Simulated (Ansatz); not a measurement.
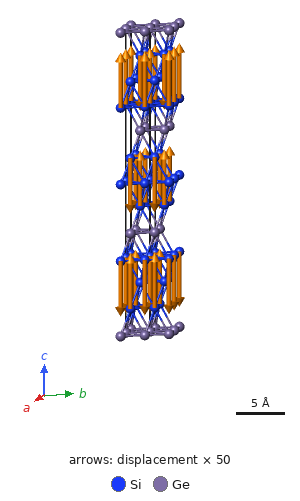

A relaxation of solid Si₃Ge (a generated structure, set up in R-3m). The starting structure is drawn; orange arrows show the displacements (the part carried along by the change of the cell is left out), 50 times their true length.

Style: ball-and-stick. Shown: the conventional cell (3 times the calculation's cell), repeated 2 × 2 × 1 with one cell outlined, slightly off an axis. Lengths and directions refer to the drawn axes.

Method: DFT PBE, scalar-relativistic, plane waves, PAW in Ansatz 0.2.0. Set-up: plane-wave cutoff 420 eV; k-point mesh 18 × 18 × 18; occupations gaussian; smearing width 0.1 eV; no spin polarisation; cell and atoms relaxed; force threshold 0.01 eV/Å; at most 80 steps.

**Which element moves most?**

Silicon: up to 0.12 Å, against 0.00 Å for germanium.

**Describe the change and its energy.**

Over 6 accepted moves (8 points after the start) the energy falls by 0.275 eV per cell of the calculation. The largest force component goes from 0.19 to under 0.0001 eV/Å. Pressure: −0.10 GPa at the start and −0.01 GPa at the end. At 2 points the geometry stayed and the basis and grid were re-selected for the new cell (energy shift of 1.3 meV per cell of the calculation at most each time). The largest moves relative to the cell, 0.12 Å, are those of Si atoms. Ge stays in place. Cell: a = b 2.668 → 2.825 Å (+5.9 %), c 32.124 → 27.766 Å (−13.6 %). Volume −3.1 %. Among the contacts that change: Si–Si 3.018 → 2.680 Å, Ge–Si 3.159 → 2.986 Å, Si–Si 2.668 → 2.825 Å, Ge–Ge 2.668 → 2.825 Å. The space group stays R-3m (No. 166).
